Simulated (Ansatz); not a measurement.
## Electronic structure of SiC$_{7}$ in real space

Input file:

```
crystal:
  lattice:
    - [-3.84901, -3.848853, 6.3e-05]
    - [0.021765, 3.827025, 3.798644]
    - [-3.803535, 3.803444, -3.796828]
  atoms:
    - { symbol: C, position: [0.5229393426, 0.9795328401, 0.0170386547] }
    - { symbol: C, position: [0.9572953059, 0.9795819781, 0.0170125252] }
    - { symbol: C, position: [0.836009003, 0.1714390329, 0.6684467953] }
    - { symbol: C, position: [0.6828755881, 0.3404637884, 0.333053862] }
    - { symbol: C, position: [0.1581592635, 0.3404484618, 0.3330460357] }
    - { symbol: C, position: [0.0008388926, 0.5011390731, 0.9914427621] }
    - { symbol: C, position: [0.8484242685, 0.6707995936, 0.6575786377] }
    - { symbol: C, position: [0.3229094804, 0.6707791415, 0.6575682595] }
    - { symbol: C, position: [0.668474148, 0.8363891199, 0.3581462127] }
    - { symbol: C, position: [0.1603506401, 0.8201254277, 0.32225175] }
    - { symbol: C, position: [0.8305949362, 0.1605619822, 0.9188480274] }
    - { symbol: C, position: [0.705089714, 0.3508590108, 0.5721476839] }
    - { symbol: C, position: [0.1463263027, 0.3508376422, 0.5721442317] }
    - { symbol: C, position: [0.5077598661, 0.5149658358, 0.2859637826] }
    - { symbol: C, position: [0.0016653995, 0.5027577903, 0.233529132] }
    - { symbol: C, position: [0.3117214762, 0.6685063702, 0.899569576] }
    - { symbol: C, position: [0.8573396892, 0.6685625299, 0.8995929777] }
    - { symbol: C, position: [0.6711123566, 0.8416440129, 0.5890270823] }
    - { symbol: C, position: [0.1544349399, 0.8082881968, 0.5555464824] }
    - { symbol: C, position: [0.5087003415, 0.9922609271, 0.2573796569] }
    - { symbol: C, position: [0.9841728448, 0.9922678205, 0.2573651632] }
    - { symbol: Si, position: [0.3368109064, 0.1730343916, 0.6330571604] }
    - { symbol: Si, position: [0.5194265882, 0.5383222157, 0.0131348141] }
    - { symbol: Si, position: [0.3084779687, 0.1162448158, 0.9443236782] }
basis:
  ecutwfc: 420
kpoints:
  mp_grid: { grid: [5, 5, 4] }
hamiltonian:
  xc: pbe
scf:
  occupations: { method: gaussian, width: 0.02 }
  n_extra_bands: 12
output:
  forces: true
  stress: true
  eigenvalues: true
  populations: true
  dos:
    method: { smearing: { sigma: 0.1, scheme: gaussian } }
    projected: true
    de: 0.02
  write_density: true
  write_potential: true
  elf: true
  volumetric_format: npy
```

Launched as:

```sh
ansatz run input.yaml --threads 4 --pin off --max-ram 9216MiB --backend cpu --events-out ev --progress --plain --runs-dir out
```

Below, planes, directions and counts refer to the conventional cell (a = 9.31 Å, b = 5.44 Å, c = 6.58 Å, α = 90.00°, β = 90.09°, γ = 90.00°).

Space group Cm; a generated structure, not necessarily the stable one.

Computed with Ansatz 0.2.0, DFT PBE, scalar-relativistic, plane waves, PAW.

The density is the valence pseudo-density of a PAW calculation; it isn't the true density close to the nuclei.

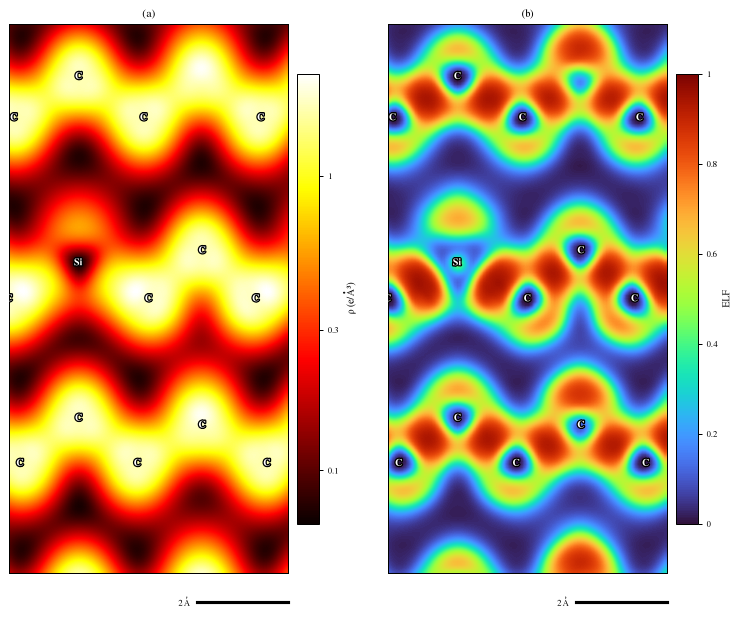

Figure 1. (a) valence pseudo-density; (b) ELF on the (101̄) plane of the conventional cell.

Question: What does the map show?

Answer:
- Atoms in the plane: C and Si.
- Atoms just off the plane (C, 0.3 Å away) can leave unmarked features too.
- Si–C (1.73 Å): the density is about 1.2 e/Å³ at the midpoint; the ELF peaks at about 0.95 between the atoms (localised, covalent bonding).
- C–C (1.59 Å): ρ is about 1.5 e/Å³ halfway; the ELF peaks at about 0.95 between the atoms; a covalent bond.
- C–C (1.63 Å): ρ at the midpoint is about 1.4 e/Å³; the ELF peaks at about 0.95 between the atoms (localised, covalent bonding).
- C–C (1.67 Å): ρ is about 1.2 e/Å³ halfway; the ELF peaks at about 0.95 between the atoms, as expected for localised, covalent bonding.
- Between the atoms the lowest density in this plane is 0.07 e/Å³.

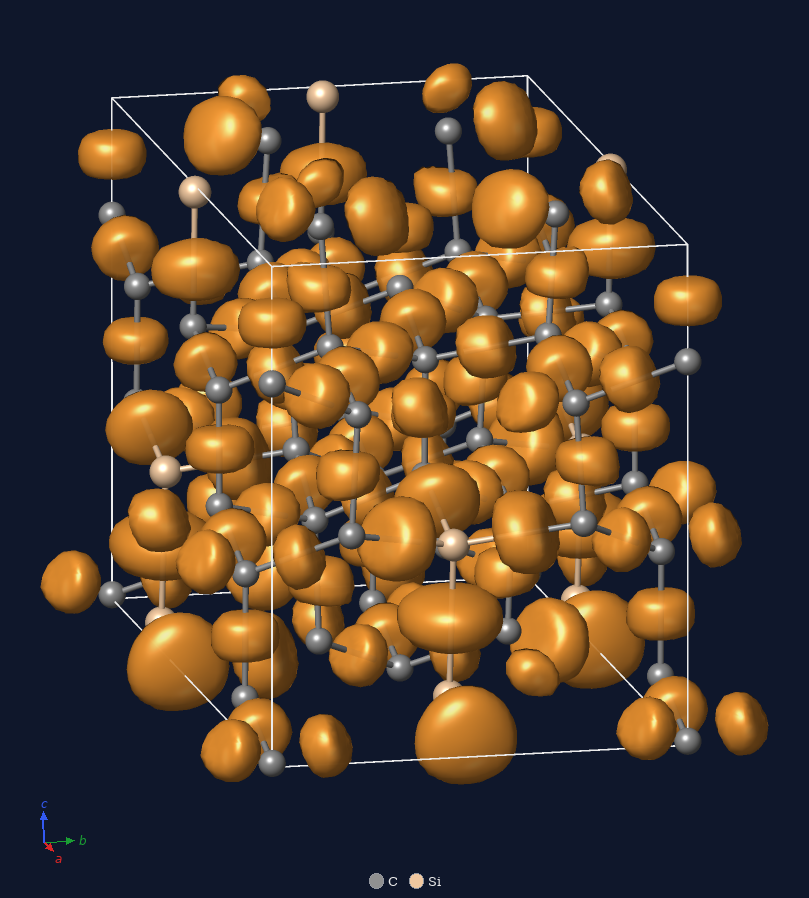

Figure 2. Isosurface of the electron localisation function at 0.8 (orange), seen slightly off an axis. Core shells and regions of very low density are left out. Sticks mark near contacts.

Question: What do the ELF domains correspond to?

Answer: The ELF exceeds this value in 76 regions between bonded C–C atoms (shared pairs), 16 regions between bonded C–Si atoms (shared pairs) and four regions between bonded Si–Si atoms (shared pairs), counted in one cell of 48 atoms. Regions shared between cells count once. Profiles from the grid: C–C (1.52 Å): the ELF peaks at about 0.95 between the atoms: a covalent bond.

Question: Metal or insulator at this level of theory?

Answer: It is gapped, with a Kohn–Sham gap of 1.2 eV on the k-point mesh, an upper bound to the gap of this method.
